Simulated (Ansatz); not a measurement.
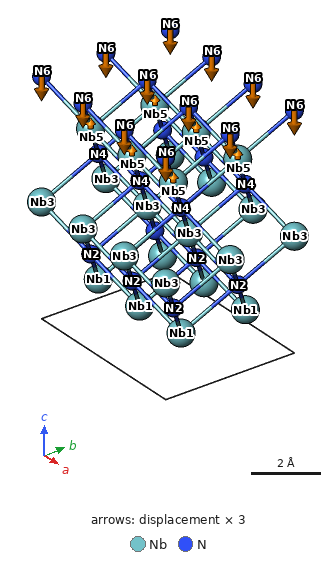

This is a constrained relaxation of a slab of composition NbN (cut from the Fm-3m phase). The starting structure is drawn; orange arrows show the displacements, 3 times their true length.

Style: ball-and-stick. Shown: the 3 × 2 repeat of the cell, outlined in the plane, without the vacuum, slightly off an axis.

Case: clean slab, lower half held. The slab is the (1 1 1) face of NbN. 3 atoms are held fixed.

These are results of DFT PBEsol, scalar-relativistic, plane waves, PAW in Ansatz 0.2.0, not measurements. (plane-wave cutoff 420 eV; k-point mesh 9 × 9 × 1; occupations gaussian; smearing width 0.1 eV; no spin polarisation; dipole correction; atoms relaxed in a fixed cell; force threshold 0.03 eV/Å; at most 70 steps)

Atoms of which element are displaced furthest, and by how much?

Answer. Nitrogen: up to 0.25 Å, against 0.11 Å for niobium.

What happened in the run?

Answer. The largest move is that of N6, 0.25 Å along the normal (−c). Largest moves by element: N 0.25 Å, Nb 0.11 Å. The cell stays as it was. Some distances before and after: Nb5–N6 2.190 → 2.001 Å, Nb3–Nb5 3.097 → 3.190 Å, N4–Nb5 2.190 → 2.268 Å, Nb3–N4 2.190 → 2.180 Å. Among the angles between lasting bonds that change: Nb5–N6–Nb5 90.0° → 101.4°, N6–Nb5–N6 90.0° → 101.4°, N4–Nb5–N6 180.0° → 168.7°. Over 4 geometry steps the energy falls by 0.910 eV per cell of the calculation. Largest force component: 5 eV/Å at the start, 0.013 eV/Å at the end. Cost: 31 s on 1 thread of Arm Neoverse V2, with other jobs on the host, peak memory 0.4 GiB.
